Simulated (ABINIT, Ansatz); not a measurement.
# Quasiparticle gap of CsPbCl3 (R32) in ABINIT, part 2 of 3

Aim: the G0W0 gap of CsPbCl3 (R32) on LDA, step by step.

ABINIT 10.8.3; LDA and many-body steps on it, plane waves. Known limits of the many-body steps: not at the basis limit; exchange with frozen shells missing; no spin-orbit coupling; coarse k mesh.

So far. Step 2 (Ground state): The gap is direct, at (0.500, 0.500, 0.500).

## Step 3: Bands along the symmetry lines

Level of this step: DFT, LDA, plane waves, norm-conserving pseudopotentials (ABINIT).

The cheap functional maps the bands first; the places of the edges decide which points the dearer methods must see.

Input file run.abi:

```
acell 3*1.0 Angstrom
rprim 
  4.003155115600 2.311222683600 3.295555457400
  -4.003155115600 2.311222683600 3.295555457400
  0.000000000000 -4.622445367199 3.295555457400
ntypat 3
znucl 55 82 17
natom 5
typat 1 2 3 3 3
xred 
  0.500000000000 0.500000000000 0.500000000000
  0.000000000000 -0.000000000000 0.000000000000
  0.500000000000 0.018600300000 0.981399700000
  0.018600300000 0.981399700000 0.500000000000
  0.981399700000 0.500000000000 0.018600300000
pp_dirpath "pseudos"
pseudos "Cs.upf, Pb.upf, Cl.upf"
ecut 24
iscf -2
irdden 1
kptopt 0
nkpt 59
kpt 
  0.00000000 0.00000000 0.00000000
  0.06250000 0.06250000 0.06250000
  0.12500000 0.12500000 0.12500000
  0.18750000 0.18750000 0.18750000
  0.25000000 0.25000000 0.25000000
  0.31250000 0.31250000 0.31250000
  0.37500000 0.37500000 0.37500000
  0.43750000 0.43750000 0.43750000
  0.50000000 0.50000000 0.50000000
  0.50067976 0.49932024 0.50000000
  0.50135953 0.49864047 0.50000000
  0.50203929 0.49796071 0.50000000
  0.50271906 0.49728094 0.50000000
  0.50339882 0.49660118 0.50000000
  0.50407859 0.49592141 0.50000000
  0.50475835 0.49524165 0.50000000
  0.50543812 0.49456188 0.50000000
  0.50000000 -0.49456188 0.49456188
  0.50000000 -0.43274165 0.43274165
  0.50000000 -0.37092141 0.37092141
  0.50000000 -0.30910118 0.30910118
  0.50000000 -0.24728094 0.24728094
  0.50000000 -0.18546071 0.18546071
  0.50000000 -0.12364047 0.12364047
  0.50000000 -0.06182024 0.06182024
  0.50000000 0.00000000 0.00000000
  0.43750000 0.00000000 0.00000000
  0.37500000 0.00000000 0.00000000
  0.31250000 0.00000000 0.00000000
  0.25000000 0.00000000 0.00000000
  0.18750000 0.00000000 0.00000000
  0.12500000 0.00000000 0.00000000
  0.06250000 0.00000000 0.00000000
  0.00000000 0.00000000 0.00000000
  0.06216012 -0.06216012 0.00000000
  0.12432024 -0.12432024 0.00000000
  0.18648035 -0.18648035 0.00000000
  0.24864047 -0.24864047 0.00000000
  0.31080059 -0.31080059 0.00000000
  0.37296071 -0.37296071 0.00000000
  0.43512082 -0.43512082 0.00000000
  0.49728094 -0.49728094 -0.00000000
  0.50271906 0.00000000 0.49728094
  0.50237918 0.00000000 0.49762082
  0.50203929 0.00000000 0.49796071
  0.50169941 0.00000000 0.49830059
  0.50135953 0.00000000 0.49864047
  0.50101965 0.00000000 0.49898035
  0.50067976 0.00000000 0.49932024
  0.50033988 0.00000000 0.49966012
  0.50000000 0.00000000 0.50000000
  0.43750000 0.00000000 0.43750000
  0.37500000 0.00000000 0.37500000
  0.31250000 0.00000000 0.31250000
  0.25000000 0.00000000 0.25000000
  0.18750000 0.00000000 0.18750000
  0.12500000 0.00000000 0.12500000
  0.06250000 0.00000000 0.06250000
  0.00000000 0.00000000 0.00000000
istwfk *1
nband 29
nbdbuf 2
tolwfr 1e-08
nstep 40
prtwf 0
prtvol 0
indata_prefix "in"
outdata_prefix "out"
tmpdata_prefix "tmp"
```

Started as:

```
$ OMP_NUM_THREADS=1 mpirun -n 4 abinit run.abi > log
```

Numbers of over 12 decimals in the logs are rounded to 6 here.

The log of the run:

```text
.Version 10.8.3 of ABINIT. v10.8.2 released Aug 2026.

 Symmetries : space group R3 2 (#155); Bravais hR (rhombohedral)
[... echo of the input left out ...]
== DATASET  1 ==================================================================
-   mpi_nproc: 4, omp_nthreads: 1 (-1 if OMP is not activated)

--- !DatasetInfo
iteration_state: {dtset: 1, }
dimensions: {natom: 5, nkpt: 59, mband: 29, nsppol: 1, nspinor: 1, nspden: 1, mpw: 6967, }
cutoff_energies: {ecut:  24.0, pawecutdg:  -1.0, }
electrons: {nelect:   4.40000000E+01, charge:   0.00000000E+00, occopt:   1.00000000E+00, tsmear:   1.00000000E-02, }

 Real(R)+Recip(G) space primitive vectors, cartesian coordinates (Bohr,Bohr^-1):
 R(1)=  7.5648668  4.3675779  6.2276972  G(1)=  0.0660950  0.0381600  0.0535243
 R(2)= -7.5648668  4.3675779  6.2276972  G(2)= -0.0660950  0.0381600  0.0535243
 R(3)=  0.0000000 -8.7351558  6.2276972  G(3)=  0.0000000 -0.0763200  0.0535243
 Unit cell volume ucvol=  1.2345841E+03 bohr^3
 Angles (23,13,12)=  8.96849909E+01  8.96849909E+01  8.96849909E+01 degrees

 getcut: wavevector=  0.0000  0.0000  0.0000  ngfft=  48  48  48
         ecut(hartree)=     24.000   => boxcut(ratio)=   2.02894

--- Pseudopotential description ------------------------------------------------
- Cs Generated using ONCVPSP code by D. R. Hamann
- 55.00000   9.00000  201201                  znucl, zion, pspdat
12 -1012 3 -1 2328                            pspcod,pspxc,lmax,lloc,mmax
     nproj     2     2     2     2
  pspatm : epsatm=   21.68725381
         --- l  ekb(1:nproj) -->
             0    6.247599    0.778427
             1    6.343167    0.797067
             2    3.778962    0.917083
[...]
pspatm: atomic psp has been read  and splines computed

- Pb Generated using ONCVPSP code by D. R. Hamann
- 82.00000  14.00000  180309                  znucl, zion, pspdat
12 -1012 2 -1 1638                            pspcod,pspxc,lmax,lloc,mmax
     nproj     2     2     2     0
  pspatm : epsatm=   44.14136491
         --- l  ekb(1:nproj) -->
[...]
pspatm: atomic psp has been read  and splines computed

- Cl Generated using ONCVPSP code by D. R. Hamann
- 17.00000   7.00000  180309                  znucl, zion, pspdat
12 -1012 2 -1 1016                            pspcod,pspxc,lmax,lloc,mmax
     nproj     2     2     2     0
  pspatm : epsatm=    8.88507506
         --- l  ekb(1:nproj) -->
[...]
pspatm: atomic psp has been read  and splines computed

--------------------------------------------------------------------------------

================================================================================
 prteigrs : about to open file out_EIG
 Non-SCF case, kpt    1 (  0.00000  0.00000  0.00000), residuals and eigenvalues=
  6.98E-09  4.06E-09  6.99E-09  3.18E-09  7.11E-09  4.32E-09  9.58E-09  5.11E-09
[...]
Non-SCF case, kpt   59 (  0.00000  0.00000  0.00000), residuals and eigenvalues=
[...]
-2.0012E-01 -1.1224E-01 -1.1172E-01 -1.1172E-01 -3.7815E-02 -3.7815E-02
 -3.6940E-02 -3.4196E-02 -3.4196E-02 -3.3600E-02  1.6376E-01  2.0522E-01
[...]
--- !ResultsGS
iteration_state: {dtset: 1, }
comment   : Summary of ground state results
lattice_vectors:
- [  7.5648668,   4.3675779,   6.2276972, ]
- [ -7.5648668,   4.3675779,   6.2276972, ]
- [  0.0000000,  -8.7351558,   6.2276972, ]
lattice_lengths: [  10.72787,   10.72787,   10.72787, ]
lattice_angles: [ 89.685,  89.685,  89.685, ] # degrees, (23, 13, 12)
lattice_volume:   1.2345841E+03
convergence: {deltae:  0.000E+00, res2:  0.000E+00, residm:  9.992E-09, diffor:  0.000E+00, }
etotal    :  -1.43164072E+02
entropy   :   0.00000000E+00
fermie    :   4.38588311E-02
cartesian_stress_tensor: null
pressure_GPa: null
xred      :
- [  5.0000E-01,   5.0000E-01,   5.0000E-01, Cs]
- [  0.0000E+00,   0.0000E+00,   0.0000E+00, Pb]
- [  5.0000E-01,   1.8600E-02,   9.8140E-01, Cl]
- [  1.8600E-02,   9.8140E-01,   5.0000E-01, Cl]
- [  9.8140E-01,   5.0000E-01,   1.8600E-02, Cl]
cartesian_forces: null
force_length_stats: {min: null, max: null, mean: null, }

 Integrated electronic density in atomic spheres:
 ------------------------------------------------
 Atom  Sphere_radius  Integrated_density
[...]
================================================================================

 ----iterations are completed or convergence reached----

 Mean square residual over all n,k,spin=   71.353E-10; max=  99.923E-10
 reduced coordinates (array xred) for    5 atoms
[...]
0.018600300000      0.981399700000      0.500000000000
       0.981399700000      0.500000000000      0.018600300000

 cartesian coordinates (angstrom) at end:
    1      0.000000     5e-13     4.943333
    2      0.000000     0.000000     0.000000
    3      1.927118    -3.337866     4.943333
    4     -3.854235     5e-13     4.943333
    5      1.927118     3.337866     4.943333
 length scales=  1.889726125908  1.889726125908  1.889726125908 bohr
              =  1.000000000000  1.000000000000  1.000000000000 angstroms
 prteigrs : about to open file out_EIG
 Eigenvalues (hartree) for nkpt=  59  k points:
 kpt#   1, nband= 29, wtk=  1.00000, kpt=  0.0000  0.0000  0.0000 (reduced coord)
[...]
kpt#   2, nband= 29, wtk=  1.00000, kpt=  0.0625  0.0625  0.0625 (reduced coord)
[...]
kpt#   3, nband= 29, wtk=  1.00000, kpt=  0.1250  0.1250  0.1250 (reduced coord)
[...]
kpt#  58, nband= 29, wtk=  1.00000, kpt=  0.0625  0.0000  0.0625 (reduced coord)
[...]
0.20716    0.23574    0.24099    0.24277    0.25756
 kpt#  59, nband= 29, wtk=  1.00000, kpt=  0.0000  0.0000  0.0000 (reduced coord)
[...]
-0.46462   -0.24136   -0.24136   -0.24120   -0.20012   -0.11224   -0.11172   -0.11172
  -0.03781   -0.03781   -0.03694   -0.03420   -0.03420   -0.03360    0.16376    0.20522
   0.20522    0.23878    0.23878    0.24147    0.26223

== END DATASET(S) ==============================================================
================================================================================

 -outvars: echo values of variables after computation  --------
            nband          29
             nkpt          59
          spgroup         155
 [... the other variables as echoed above ...]

 Calculation completed.
```

The job ended after 2.1 min (4 MPI ranks of Arm Neoverse N1, shared host; peak memory 0.45 GiB).

This step gave:

| Item | Value |
| --- | --- |
| gap | 1.964 eV |
| k of the valence top | 0.5, 0.5, 0.5 |
| k of the conduction bottom | 0.5054, 0.4946, 0.5 |
| least direct gap | 1.965 eV |

The gap is 1.964 eV, −0.004 eV from the run before at this level.

The electronic bands at the labelled points (eV, zero at the top of the highest filled band):

| point | band 19 | band 20 | band 21 | band 22 | band 23 | band 24 | band 25 | band 26 |
| --- | --- | --- | --- | --- | --- | --- | --- | --- |
| Γ | -2.20 | -2.12 | -2.12 | -2.11 | 3.26 | 4.39 | 4.39 | 5.30 |
| T | -1.84 | -1.80 | -1.80 | 0.00 | 1.97 | 1.97 | 1.97 | 5.10 |
| H2 | -1.84 | -1.80 | -1.80 | 0.00 | 1.96 | 1.97 | 1.98 | 5.10 |
| jump to H0 | -1.84 | -1.80 | -1.80 | 0.00 | 1.96 | 1.97 | 1.98 | 5.10 |
| L | -2.24 | -2.22 | -2.20 | -1.46 | 2.97 | 4.67 | 5.10 | 5.27 |
| Γ | -2.20 | -2.12 | -2.12 | -2.11 | 3.26 | 4.39 | 4.39 | 5.30 |
| S0 | -2.39 | -2.32 | -1.81 | -0.73 | 2.51 | 2.52 | 4.85 | 5.47 |
| jump to S2 | -2.39 | -2.32 | -1.81 | -0.73 | 2.51 | 2.52 | 4.85 | 5.47 |
| F | -2.39 | -2.32 | -1.81 | -0.72 | 2.51 | 2.52 | 4.85 | 5.47 |
| Γ | -2.20 | -2.12 | -2.12 | -2.11 | 3.26 | 4.39 | 4.39 | 5.30 |

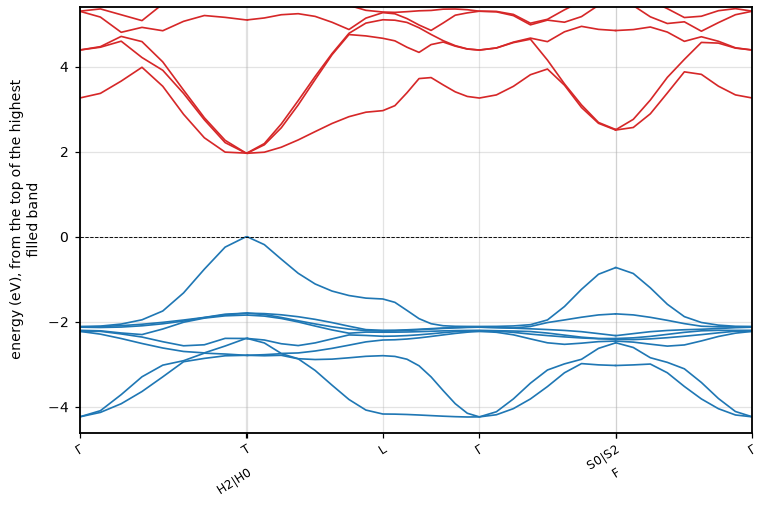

Electronic bands along the path; lines of filled and empty bands in two colours.

## Step 4: Empty states on the mesh, 2×2×2 mesh, 121 bands

The sums over transitions need many empty states on a uniform mesh; this step solves for them.

Input file run.abi:

```
acell 3*1.0 Angstrom
rprim 
  4.003155115600 2.311222683600 3.295555457400
  -4.003155115600 2.311222683600 3.295555457400
  0.000000000000 -4.622445367199 3.295555457400
ntypat 3
znucl 55 82 17
natom 5
typat 1 2 3 3 3
xred 
  0.500000000000 0.500000000000 0.500000000000
  0.000000000000 -0.000000000000 0.000000000000
  0.500000000000 0.018600300000 0.981399700000
  0.018600300000 0.981399700000 0.500000000000
  0.981399700000 0.500000000000 0.018600300000
pp_dirpath "pseudos"
pseudos "Cs.upf, Pb.upf, Cl.upf"
ecut 24
ngkpt 2 2 2
nshiftk 1
shiftk 0 0 0
kptopt 1
chksymbreak 0
iscf -2
irdden 1
istwfk *1
nband 121
nbdbuf 10
tolwfr 1e-09
nstep 60
prtvol 0
indata_prefix "in"
outdata_prefix "out"
tmpdata_prefix "tmp"
```

The log of the run:

```text
.Version 10.8.3 of ABINIT. v10.8.2 released Aug 2026.

 Symmetries : space group R3 2 (#155); Bravais hR (rhombohedral)
[... echo of the input left out ...]
== DATASET  1 ==================================================================
-   mpi_nproc: 4, omp_nthreads: 1 (-1 if OMP is not activated)

--- !DatasetInfo
iteration_state: {dtset: 1, }
dimensions: {natom: 5, nkpt: 4, mband: 121, nsppol: 1, nspinor: 1, nspden: 1, mpw: 6967, }
cutoff_energies: {ecut:  24.0, pawecutdg:  -1.0, }
electrons: {nelect:   4.40000000E+01, charge:   0.00000000E+00, occopt:   1.00000000E+00, tsmear:   1.00000000E-02, }

 Real(R)+Recip(G) space primitive vectors, cartesian coordinates (Bohr,Bohr^-1):
 R(1)=  7.5648668  4.3675779  6.2276972  G(1)=  0.0660950  0.0381600  0.0535243
 R(2)= -7.5648668  4.3675779  6.2276972  G(2)= -0.0660950  0.0381600  0.0535243
 R(3)=  0.0000000 -8.7351558  6.2276972  G(3)=  0.0000000 -0.0763200  0.0535243
 Unit cell volume ucvol=  1.2345841E+03 bohr^3
 Angles (23,13,12)=  8.96849909E+01  8.96849909E+01  8.96849909E+01 degrees

 getcut: wavevector=  0.0000  0.0000  0.0000  ngfft=  48  48  48
         ecut(hartree)=     24.000   => boxcut(ratio)=   2.02894

--- Pseudopotential description ------------------------------------------------
- Cs Generated using ONCVPSP code by D. R. Hamann
- 55.00000   9.00000  201201                  znucl, zion, pspdat
12 -1012 3 -1 2328                            pspcod,pspxc,lmax,lloc,mmax
     nproj     2     2     2     2
  pspatm : epsatm=   21.68725381
         --- l  ekb(1:nproj) -->
             0    6.247599    0.778427
             1    6.343167    0.797067
             2    3.778962    0.917083
[...]
pspatm: atomic psp has been read  and splines computed

- Pb Generated using ONCVPSP code by D. R. Hamann
- 82.00000  14.00000  180309                  znucl, zion, pspdat
12 -1012 2 -1 1638                            pspcod,pspxc,lmax,lloc,mmax
     nproj     2     2     2     0
  pspatm : epsatm=   44.14136491
         --- l  ekb(1:nproj) -->
[...]
pspatm: atomic psp has been read  and splines computed

- Cl Generated using ONCVPSP code by D. R. Hamann
- 17.00000   7.00000  180309                  znucl, zion, pspdat
12 -1012 2 -1 1016                            pspcod,pspxc,lmax,lloc,mmax
     nproj     2     2     2     0
  pspatm : epsatm=    8.88507506
         --- l  ekb(1:nproj) -->
[...]
pspatm: atomic psp has been read  and splines computed

--------------------------------------------------------------------------------

================================================================================
 prteigrs : about to open file out_EIG
 Non-SCF case, kpt    1 (  0.00000  0.00000  0.00000), residuals and eigenvalues=
  3.79E-10  2.06E-10  3.40E-10  4.36E-10  7.58E-10  5.28E-10  1.79E-10  6.90E-10
  8.37E-10  2.01E-10  6.63E-10  4.68E-10  4.05E-10  4.16E-10  4.61E-10  5.81E-10
  6.10E-10  7.97E-10  9.35E-10  3.20E-10  5.78E-10  6.81E-10  4.66E-10  2.29E-10
[...]
1.41E-04
 -7.2923E-01 -5.6131E-01 -5.6131E-01 -5.5410E-01 -5.5410E-01 -5.5399E-01
 -4.9357E-01 -4.6462E-01 -4.6462E-01 -2.4136E-01 -2.4136E-01 -2.4120E-01
 -2.0012E-01 -1.1224E-01 -1.1172E-01 -1.1172E-01 -3.7815E-02 -3.7815E-02
[...]
1.1536E+00  1.1536E+00  1.1853E+00  1.1883E+00  1.1883E+00  1.2296E+00
  1.2436E+00  1.2436E+00  1.2619E+00  1.2743E+00  1.3029E+00  1.3036E+00
  1.3152E+00
 prteigrs : prtvol=0 or 1, do not print more k-points.

--- !ResultsGS
iteration_state: {dtset: 1, }
comment   : Summary of ground state results
lattice_vectors:
- [  7.5648668,   4.3675779,   6.2276972, ]
- [ -7.5648668,   4.3675779,   6.2276972, ]
- [  0.0000000,  -8.7351558,   6.2276972, ]
lattice_lengths: [  10.72787,   10.72787,   10.72787, ]
lattice_angles: [ 89.685,  89.685,  89.685, ] # degrees, (23, 13, 12)
lattice_volume:   1.2345841E+03
convergence: {deltae:  0.000E+00, res2:  0.000E+00, residm:  9.915E-10, diffor:  0.000E+00, }
etotal    :  -1.43164072E+02
entropy   :   0.00000000E+00
fermie    :   4.38588311E-02
cartesian_stress_tensor: null
pressure_GPa: null
xred      :
- [  5.0000E-01,   5.0000E-01,   5.0000E-01, Cs]
- [  0.0000E+00,   0.0000E+00,   0.0000E+00, Pb]
- [  5.0000E-01,   1.8600E-02,   9.8140E-01, Cl]
- [  1.8600E-02,   9.8140E-01,   5.0000E-01, Cl]
- [  9.8140E-01,   5.0000E-01,   1.8600E-02, Cl]
cartesian_forces: null
force_length_stats: {min: null, max: null, mean: null, }

 Integrated electronic density in atomic spheres:
 ------------------------------------------------
 Atom  Sphere_radius  Integrated_density
[...]
================================================================================

 ----iterations are completed or convergence reached----

 Mean square residual over all n,k,spin=   57.481E-11; max=  99.151E-11
 reduced coordinates (array xred) for    5 atoms
[...]
0.018600300000      0.981399700000      0.500000000000
       0.981399700000      0.500000000000      0.018600300000

 cartesian coordinates (angstrom) at end:
    1      0.000000     5e-13     4.943333
    2      0.000000     0.000000     0.000000
    3      1.927118    -3.337866     4.943333
    4     -3.854235     5e-13     4.943333
    5      1.927118     3.337866     4.943333
 length scales=  1.889726125908  1.889726125908  1.889726125908 bohr
              =  1.000000000000  1.000000000000  1.000000000000 angstroms
 prteigrs : about to open file out_EIG
 Eigenvalues (hartree) for nkpt=   4  k points:
 kpt#   1, nband=121, wtk=  0.12500, kpt=  0.0000  0.0000  0.0000 (reduced coord)
[...]
1.10414    1.11308    1.11308    1.14094    1.15360    1.15360    1.18533    1.18827
   1.18827    1.22964    1.24363    1.24363    1.26189    1.27426    1.30293    1.30358
   1.31525
 prteigrs : prtvol=0 or 1, do not print more k-points.

== END DATASET(S) ==============================================================
================================================================================

 -outvars: echo values of variables after computation  --------
            nband         121
             nkpt           4
          spgroup         155
 [... the other variables as echoed above ...]

 Calculation completed.
```

It took 58 s on 4 MPI ranks; peak memory 0.36 GiB.

This step gave:

| Item | Value |
| --- | --- |
| gap | 1.968 eV |
| k of the valence top | 0.5, 0.5, 0.5 |
| k of the conduction bottom | 0.5, 0.5, 0.5 |
| least direct gap | 1.968 eV |
| k points computed | 4 |
| lowest point of the top converged band, above the valence top | 30.21 eV |

On this mesh the gap is 1.968 eV.

(Part 2 of 3 ends here.)

[Paths, hosts, dates, memory and timing lines, banners, echoed tables and standing remarks are left out of the program output.]

[Logs are printed without paths, hosts, clocks, repeated set-up lines and the standing remarks that a program may print on its own settings, such as how far it seeks lower states.]

[Runs of the session that timed out or met a known fault of the program may be left out.]

[No measured gap is set beside runs whose start may be inverted or whose files or cutoffs have a known fault.]

[Hosts, paths, dates, database ids (printed as entryN), source tags and the programs' standing remarks are cut or masked in the printed files.]

[G0W0 gaps are taken among the corrected bands and points alone; a level outside them can change the order at an edge.]

[Where Ansatz stands beside ABINIT at settings called matched, ABINIT's density can come from a denser mesh and the files from another edition; pairs whose starting gaps differed by over 0.03 eV were left out, so agreement reads better than it is.]
